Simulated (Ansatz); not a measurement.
System: Cs.

Space group Pnma. This isn't the usual form at ambient conditions. The cell comes from a database of computed structures, not from a measurement.

```xyz
4
Lattice="10.3672 0.0000 0.0000 0.0000 8.2377 0.0000 0.0000 0.0000 5.4440" Properties=species:S:1:pos:R:3 pbc="T T T"
Cs    1.3673    6.1783    4.5687
Cs    6.5509    6.1783    3.5972
Cs    8.9999    2.0594    0.8752
Cs    3.8163    2.0594    1.8468
```

Theory: DFT r2SCAN, scalar-relativistic, plane waves, PAW in Ansatz 0.2.0.

Q: What makes up the frontier states of this crystal?

A: The calculation finds no gap at the Fermi level. The states at the Fermi level: Cs 6s (over 95 %) by Löwdin projection on a minimal orbital set.

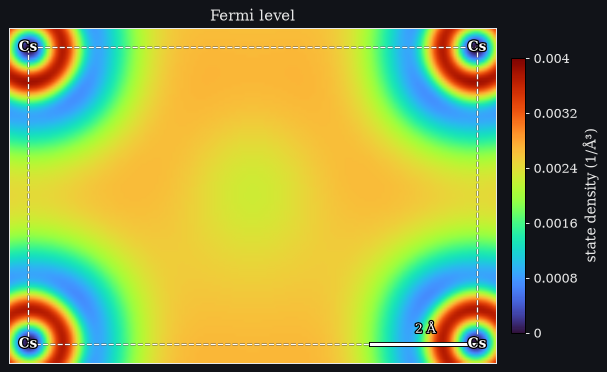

Computed densities of these states (window −0.25 to +0.25 eV about the Fermi level) on the (100) plane of the conventional cell.

Core electrons are frozen (PAW), so the fields are smoothed inside the atomic spheres.
